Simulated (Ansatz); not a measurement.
# WS2: single-point calculation

System: WS2 (P1, 3 atoms in the cell).
Method: DFT PBEsol, scalar-relativistic, plane waves, PAW, no spin polarisation (Ansatz 0.2.0).

The structure derives from a Materials Project entry. It belongs to a series of runs on one base structure; here: mode 4 (289.9 1/cm) frozen in, largest displacement +0.037 A. Figures and captions count atoms from 1; the log counts them from 0 in places.

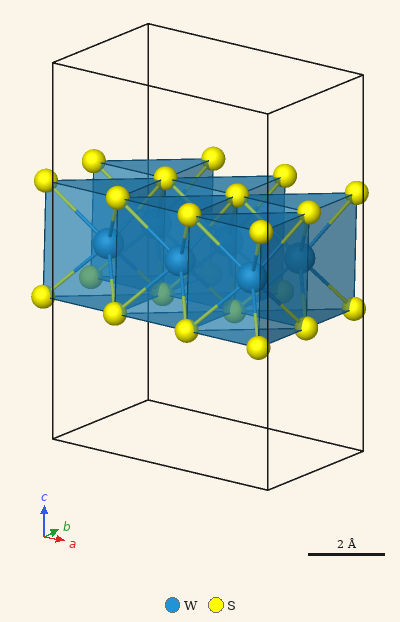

Fig. 1: The structure as given in the input (polyhedral view of the 3 × 2 repeat of the cell, with the vacuum cut short, seen slightly off an axis; polyhedra are completed across the faces of the cell). An atom can appear more than once, as a periodic image.

**Results in brief**

- outcome: converged
- space group (tolerance 0.01 Å): P1 (1)
- electrons treated: 26
- free energy: −12029.0259 eV
- Fermi energy: 1.113 eV
- gap on the k-point mesh: 1.77 eV
- pressure: −1.05 GPa
- largest force (length of the vector): 0.394 eV/Å
- hardware: 2 threads of Intel Xeon (Granite Rapids), 192 GiB of memory available, shared host
- wall time: 11 s (CPU time 22 s)
- peak memory: 0.66 GiB

**Remarks**

Spin–orbit coupling is left out, which matters for W.

**The input**
```yaml
crystal:
  lattice:
    - [3.1835163552, 0.0, 0.0]
    - [-1.5917581776, 2.7570060369, 0.0]
    - [0.0, 0.0, 16.95057789]
  atoms:
    - { symbol: W, position: [0.3333333333, 0.6666666667, 0.0] }
    - { symbol: S, position: [0.6535284225, 0.3237154711, 0.90799949] }
    - { symbol: S, position: [0.6798049108, 0.3429511956, 0.09200051] }
basis:
  ecutwfc: 420
kpoints:
  mp_grid: { grid: [12, 12, 2] }
hamiltonian:
  xc: pbesol
scf:
  occupations: { method: gaussian, width: 0.05 }
output:
  forces: true
  stress: true
  eigenvalues: true
  write_density: true
  write_potential: true
  elf: true
  volumetric_format: npy
```

Launched with:
```bash
ansatz run input.yaml --threads 2 --pin off --max-ram 5120MiB --backend cpu --events-out ev --progress --plain --runs-dir out
```

**The program's output**
```
Engine: ansatz 0.2.0, x86_64-unknown-linux-gnu
Pseudopotentials: kind: paw
Pseudopotential: W, paw, valence charge 14, recommended cutoff 420 eV (normal), W.paw.azcp
Pseudopotential: S, paw, valence charge 6, recommended cutoff 420 eV (normal), S.paw.azcp
Functional definition: PBEsol
  exchange = pbesol_x
  correlation = pbesol_c
Crystal: 3 atoms, lattice volume = 148.775 Å³
Basis set: ecut = 420 eV, 2937 PW (Γ), exchange–correlation on 48×48×240 points (8 copies of the dense FFT grid, shifted against one another)
Bands: 17, of which v1, the nominal top of the filled ones, is band 13 counted from 1 (12 counted from 0)
Symmetry: 1 space group operations
Space group: P1 (ITA 1), of the structure as read, at distance tolerance 5.3e-5 Å
k-points: 148 of 288 (time reversal used)
Non-local potential: W, projectors of the file, l = 0: 3, l = 1: 2, l = 2: 2, l = 3: 1
Non-local potential: S, projectors of the file, l = 0: 2, l = 1: 2, l = 2: 2
PAW form: soft (Blöchl's): semilocal exchange-correlation on the pseudo side does not see the compensation charge
PAW frozen core: W, regenerated for the run's functional, and the local potential with it (the file was generated under x = pbe(κ = 0.804, μ = 0.2195149727645171), c = pbe(β = 0.06672455060314922))
PAW frozen core: S, regenerated for the run's functional, and the local potential with it (the file was generated under x = pbe(κ = 0.804, μ = 0.2195149727645171), c = pbe(β = 0.06672455060314922))
PAW one-centre angular grid: W, 590 points (default); XC on 64 Gauss nodes
PAW one-centre angular grid: S, 110 points (default); XC on 64 Gauss nodes
Initial density: superposition of atomic densities (neutral atoms: chi_scale 0, normalization atom), corrected by the library's trained network
Initial wavefunctions: pseudopotential atomic-orbital guess
Functional: x = pbesol(κ = 0.804, μ = 0.12345679012345678), c = pbesol(β = 0.046)
SCF iter   1: F=—  HF=-12029.034689 eV  |F-HF|=—  |Δ(HF+E_count)|=         —  Δρ=5.53e-3  dr2=1.06e-1  ethr=1.77e-3  ⟨swp⟩=9.3  Hψ=18297  notcnv=0
preconditioner: auto → none  [insulator: Δε(μ)=1.671 eV  Ē_g=8.661 eV  σ=0.050 eV  W_gap=1.00  n_scr=10 (ndim 8)  ℏωp=12.9 eV  f_vac=0.610  D(μ)=0.00/eV (n_scr^D=0)  ε∞_Penn≈3.2]
SCF iter   2: F=—  HF=-12029.080031 eV  |F-HF|=—  |Δ(HF+E_count)|=   4.53e-2  Δρ=7.97e-3  dr2=3.54e-1  ethr=4.09e-4  ⟨swp⟩=3.3  Hψ=6127  notcnv=0  recentre
SCF iter   3: F=—  HF=-12029.022396 eV  |F-HF|=—  |Δ(HF+E_count)|=   5.76e-2  Δρ=1.98e-3  dr2=3.95e-3  ethr=4.09e-4  ⟨swp⟩=3.0  Hψ=4684  notcnv=0
SCF iter   4: F=—  HF=-12029.025777 eV  |F-HF|=—  |Δ(HF+E_count)|=   3.38e-3  Δρ=3.85e-4  dr2=1.14e-4  ethr=1.52e-5  ⟨swp⟩=2.1  Hψ=4746  notcnv=0
SCF iter   5: F=—  HF=-12029.025894 eV  |F-HF|=—  |Δ(HF+E_count)|=   1.17e-4  Δρ=1.25e-4  dr2=9.10e-6  ethr=4.37e-7  ⟨swp⟩=2.8  Hψ=5118  notcnv=0
SCF iter   6: F=—  HF=-12029.025878 eV  |F-HF|=—  |Δ(HF+E_count)|=   1.60e-5  Δρ=3.15e-5  dr2=8.75e-6  ethr=3.50e-8  ⟨swp⟩=2.2  Hψ=4509  notcnv=0
SCF iter   7: F=—  HF=-12029.025877 eV  |F-HF|=—  |Δ(HF+E_count)|=   7.03e-7  Δρ=2.13e-5  dr2=3.64e-6  ethr=3.36e-8  ⟨swp⟩=2.0  Hψ=2995  notcnv=0
SCF iter   8: F=—  HF=-12029.025876 eV  |F-HF|=—  |Δ(HF+E_count)|=   3.87e-7  Δρ=8.09e-6  dr2=3.46e-7  ethr=1.40e-8  ⟨swp⟩=1.7  Hψ=2752  notcnv=0
SCF iter   9: F=-12029.025876 eV  HF=-12029.025876 eV  |F-HF|=1.84e-9  |Δ(HF+E_count)|=   3.64e-9  Δρ=1.66e-6  dr2=9.85e-9  ethr=3.85e-10  ⟨swp⟩=13.2  Hψ=22872  notcnv=0
SCF 1 converged in 9 iterations: F = -12029.025876 eV  dr2 = 9.85e-9
  greatest PAW one-centre occupation: 1.000 electrons in one spin orbital (limit 2), on the W atom at site 0 (counted from 0), in its partial waves of l = 0
```

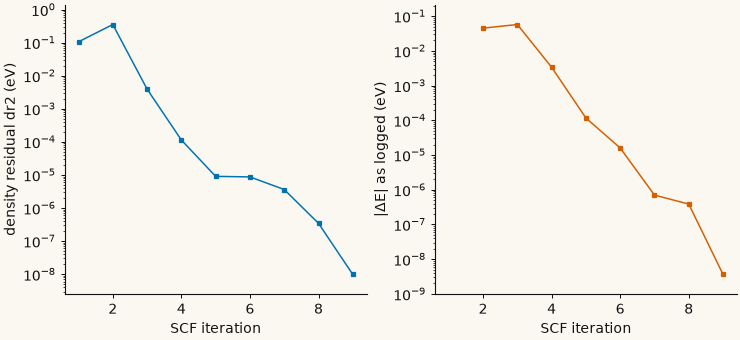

Fig. 2: Convergence of the self-consistent field: density residual dr2 and size of the energy change against the SCF iteration. The residual comes down, with one marked jump up, by a factor of about 3, at step 2.

```
SCF converged after 9 iterations
Free energy (F): -12029.025876 eV
Harris-Foulkes:  -12029.025876 eV  (|F-HF|=1.84e-9)
Internal energy: -12029.025876 eV  (E = F + TS)
E sigma→0 (E₀):  -12029.025876 eV
Fermi energy:    1.112546 eV
--- Per-component energies (eV) ---
  E_band       = -467.633088
  E_kinetic    = 665.231462
  E_local      = -12409.048486  (includes V_loc(G=0)·N_el)
  E_nonlocal   = 60.239000
  E_hartree    = 5883.621433
  E_xc         = -457.954782
  E_vxc        = -413.974898  (∫ρ·V_xc dr)
  E_paw        = -9604.439627  (= ΣΔE_a)
  E_vpaw       = -137.326101  (= ΣTr[D̂ρ^β])
  E_aug_tail   = -0.000063  (compensation charges beyond the density's cutoff)
  E_ewald      = 3832.979496
  E_core_change = 0.345691  (= ΣΔE_core)
  E_smearing   = -0.000000  (= −TS)
  E_closure    = -0.000000  (closes the sum)
  Σ components = -12029.025876   (vs F -12029.025876, Δ=0.00e0)
--- Forces (eV/Å), atoms counted from 1 ---
  atom   1  W      0.02303382    -0.00000010    -0.00066706
  atom   2  S      0.25109788     0.26261494     0.10794888
  atom   3  S     -0.27413258    -0.26261568    -0.10723743
  max |Σ_I F_I| component: 4.44e-5 eV/Å
--- Stress (GPa, compression-positive) ---
       -1.388834       0.001723      -0.882076
        0.001723      -1.388849      -0.882075
       -0.882075      -0.882075      -0.361409
  P = ⅓ Tr σ = -1.0464 GPa (-10.464 kbar)
--- Band table (eV; the first three rows and the last of 148) ---
  k-point 0: bands = ["-73.6721", "-37.9554", "-37.7995", "-37.7991", "-14.5398", "-12.8491", "-6.1299", "-2.6875", "-2.6784", "-1.8193", "-1.4254", "-1.4214", "0.2281", "3.0807", "3.0876", "3.3433", "3.3475"]
  k-point 1: bands = ["-73.6721", "-37.9554", "-37.7995", "-37.7991", "-14.5398", "-12.8491", "-6.1299", "-2.6875", "-2.6784", "-1.8193", "-1.4254", "-1.4214", "0.2281", "3.0807", "3.0876", "3.3433", "3.3475"]
  k-point 2: bands = ["-73.6710", "-37.9512", "-37.8224", "-37.8047", "-14.4243", "-12.8079", "-5.9933", "-2.9785", "-2.5771", "-2.2581", "-1.6030", "-1.1737", "0.1655", "2.9512", "3.0578", "3.2133", "3.3618"]
  k-point 147: bands = ["-73.6552", "-38.1347", "-37.8929", "-37.8788", "-12.3997", "-12.1192", "-6.2887", "-4.9180", "-4.2031", "-3.2109", "-1.8483", "-1.0397", "-0.6905", "3.0547", "3.5207", "4.2585", "4.9567"]
```

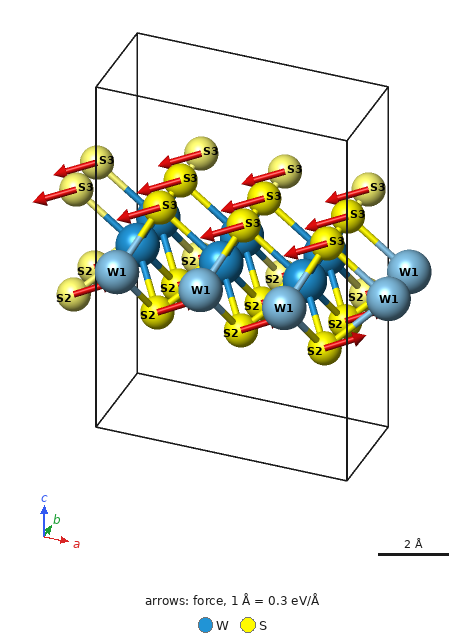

Fig. 3: Forces on the atoms as red arrows (ball-and-stick view of the 3 × 2 repeat of the cell, with the vacuum cut short, seen slightly off an axis; neighbours outside the cell are drawn fainter; atoms are numbered from 1 in the order of the input); the smallest are left out. The largest act on S3 (0.39 eV/Å); S2 (0.38 eV/Å). The geometry is not a stationary point of this energy.

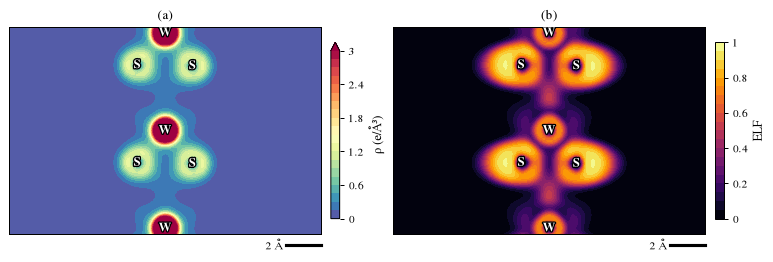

Fig. 4: (a) valence electron density; (b) electron localisation function on the (110) plane of the conventional cell. W–S (2.39 Å): ρ is about 0.65 e/Å³ halfway; the ELF is about 0.50 at the midpoint. W–S (2.43 Å): ρ is about 0.6 e/Å³ halfway; the ELF is about 0.50 at the midpoint. The density dies away to nearly zero in the voids. The ELF has a maximum of about 0.50 in the space between the atoms. The strong features right at W lie inside the PAW spheres (semicore, d or f shells) and say nothing about bonding. Core electrons are frozen (PAW), so the fields are smoothed inside the atomic spheres.

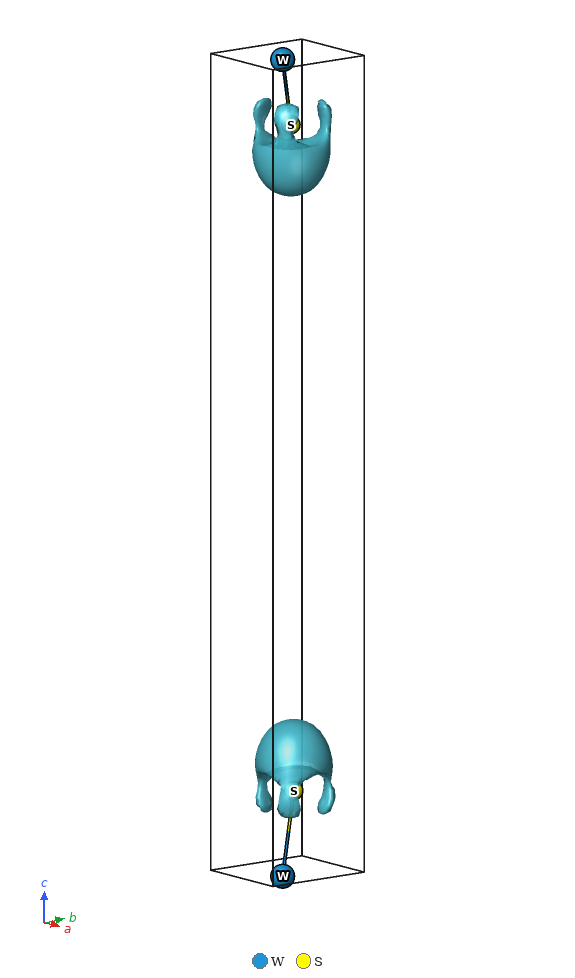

Fig. 5: Isosurface of the electron localisation function at 0.85 (cyan), seen slightly off an axis. Only the valence region is drawn (cores and ρ < 0.01 e/Å³ removed). Sticks mark near contacts. The outline is the cell set on symmetry axes. Values along the shortest contacts: W–S (2.38 Å): the ELF is about 0.50 at the midpoint. W–S (2.43 Å): the ELF is about 0.50 at the midpoint.
